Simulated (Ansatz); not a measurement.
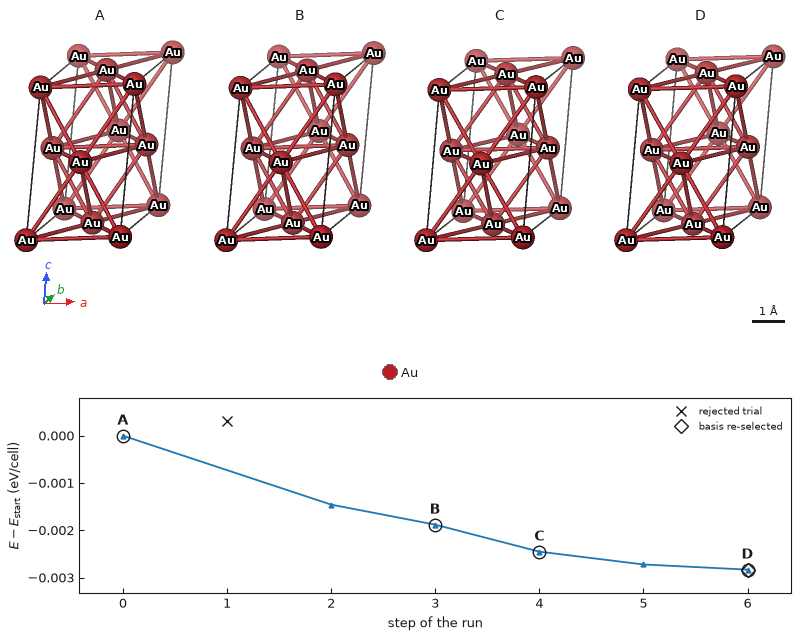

Frames of a relaxation of solid Au (set up in R-3m), marked on the history of the run. Style: ball-and-stick. Shown: the reduced cell, slightly off an axis. Lengths and directions refer to the drawn axes.

Case: film's bulk on the substrate's plane, third vector and atoms relaxed.

Theory: DFT PBE+D3(BJ), scalar-relativistic, plane waves, PAW (Ansatz).

Input
```yaml
crystal:
  lattice:
    - [5.4684362445, 0.0, 0.0]
    - [-2.7342181222, 4.7358047067, 0.0]
    - [-1.3671090611, 0.7893007845, 2.543840399]
  atoms:
    - { symbol: Au, position: [0.0, 0.5, 0.0] }
    - { symbol: Au, position: [0.5, 0.5, 0.0] }
    - { symbol: Au, position: [0.0, 0.0, 0.0] }
    - { symbol: Au, position: [0.5, 0.0, 0.0] }
basis:
  ecutwfc: 420
kpoints:
  mp_grid: { grid: [9, 9, 13] }
hamiltonian:
  xc: pbe
  dispersion: d3bj
scf:
  occupations: { method: gaussian, width: 0.1 }
output:
  forces: true
  stress: true
  eigenvalues: true
relax:
  adjacent_minimum: "off"
  f_tol: 0.01
  max_steps: 50
  cell: { fix: [a, b, gamma], stress_tol: 0.1 }
```

Launched with:
```bash
ansatz run input.yaml --threads 8 --pin off --max-ram 20480MiB --backend cpu --events-out ev --progress --plain --runs-dir out
```

**What happens along the run?**

After 4 accepted moves (6 points after the start) the energy has fallen by 2.8 meV per cell of the calculation. All forces vanish by symmetry, so only the cell relaxes. The pressure goes from 12.62 to 11.84 GPa. The line search rejected the trial step at point 1 of the run. The SCF was repeated once at an unchanged geometry on a basis and grid sized afresh for the cell, which shifted the energy by 0.1 meV per cell of the calculation at most. The atoms keep their places relative to the cell (all moves are under 0.005 Å). The volume changes by +0.5 %, with a 2.994 → 3.068 Å (+2.5 %), b = c 4.890 → 4.823 Å (−1.4 %), α 68.0° → 69.1°, β 84.2° → 84.6°, γ 84.2° → 84.6°. Some distances before and after: Au1–Au1 2.994 → 3.068 Å, Au1–Au2 2.994 → 2.977 Å. The space group (tolerance 0.01 Å) goes from R-3m (No. 166) to C2/m (No. 12). The run took 31 s on 8 threads of Arm Neoverse V2 (shared host), peak memory 0.91 GiB. From step 0 to 3: volume +0.6 %, energy −1.9 meV per cell of the calculation. From step 3 to 4: volume −0.2 %, energy −0.6 meV per cell of the calculation. From step 4 to 6: volume +0.2 %, energy −0.4 meV per cell of the calculation.
